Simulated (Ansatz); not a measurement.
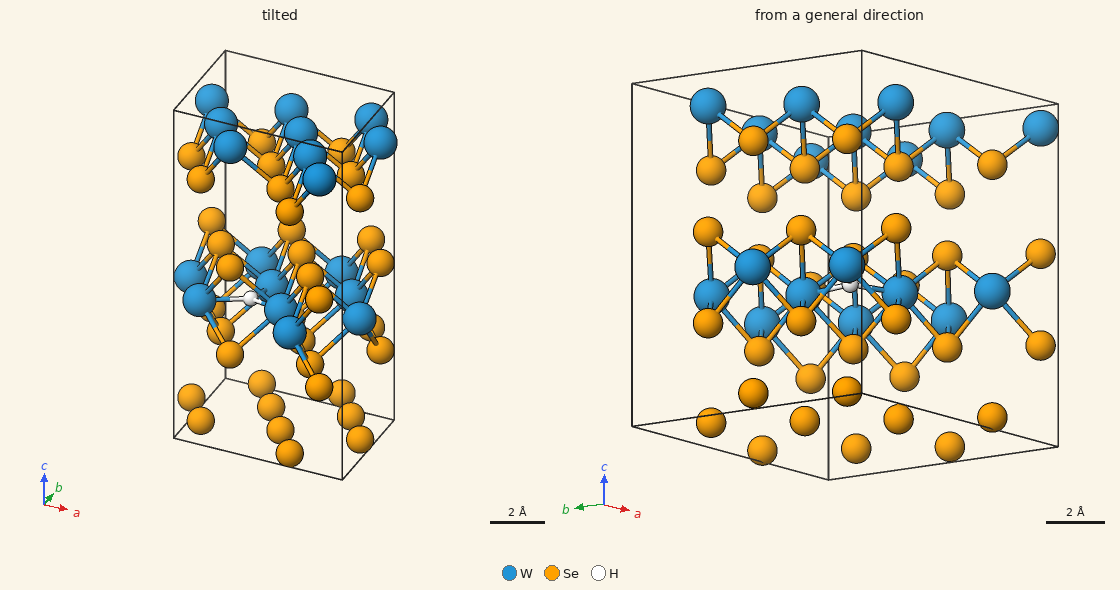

The crystal in a ball-and-stick representation, seen slightly off an axis and from a general direction. Lines trace the edges of the supercell. The host is WSe₂, in a cell of 42 sites, and the cell is neutral.

Question: Spot the defect.

Answer: An interstitial hydrogen atom. It is bonded to three W in a trigonal planar arrangement at about 1.9 Å. Not all metal-metal contacts are counted.

The calculation used DFT PBE+D3(BJ), scalar-relativistic, plane waves, PAW in Ansatz, with a cutoff energy of 420 eV, k-point mesh 2×2×2, Gaussian smearing of 0.01 eV, collinear spins.

Question: Is there a net spin in the supercell?

Answer: Yes, 0.5 μB in the cell.

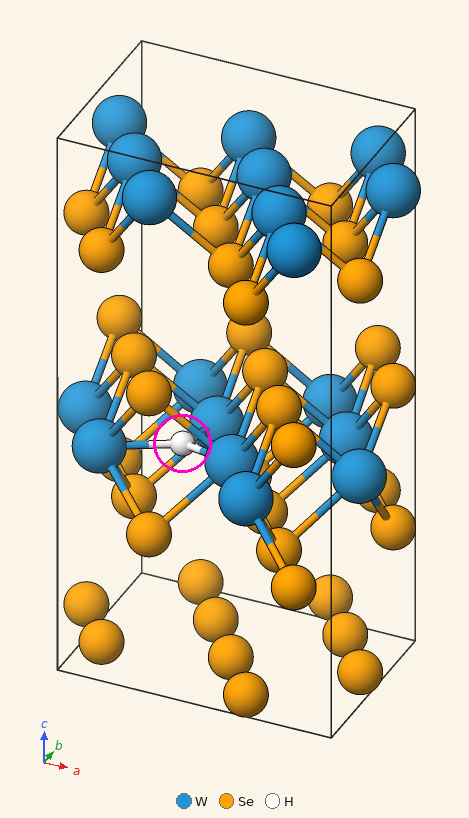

The same cell with a ring at the defect's site.

The atoms were relaxed in the host's cell with Ansatz 0.2.0, DFT PBE+D3(BJ), scalar-relativistic, plane waves, PAW.
